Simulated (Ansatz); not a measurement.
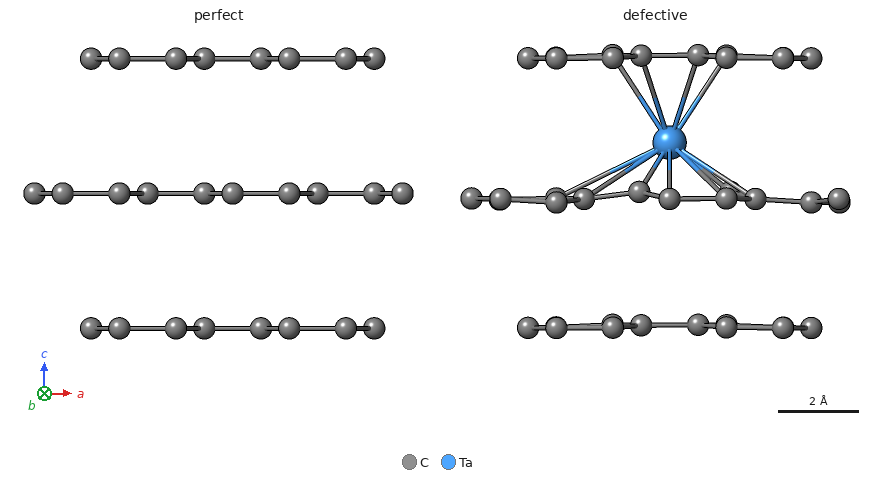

Left: perfect C. Right: the same region with one point defect, after relaxing the atoms in a supercell of 36 sites. A ball-and-stick model of the atoms within 5.4 Å of one point, in a slice 5.0 Å thick across the line of sight, seen along the b axis.

Theory: DFT, PBE, plane-wave PAW, default files, scalar-relativistic (Ansatz). Set-up: plane-wave cutoff 420 eV; k-point mesh 3 × 3 × 3; occupations fermi dirac; smearing width 0.01 eV; no spin polarisation. A uniform background neutralises the charged cell. The axes drawn are those of the host's conventional cell.

Which defect is it?

Answer. A carbon atom is replaced by tantalum.

The charge state of the cell is +1.

How does the lattice respond?

Answer. In the host the C atom has 3 C at 1.43 Å; the Ta atom ends with 3 C at 1.97 Å. Of the host's atoms, a carbon atom moves furthest from its site, by 0.24 Å. The Ta atom itself moves 1.27 Å from where it was put.

Limits of the set-up: the periodic images lie only 6.8 Å apart, so the values are limited by the cell's size; the cell is charged, on a uniform background, and energies carry no finite-size correction.
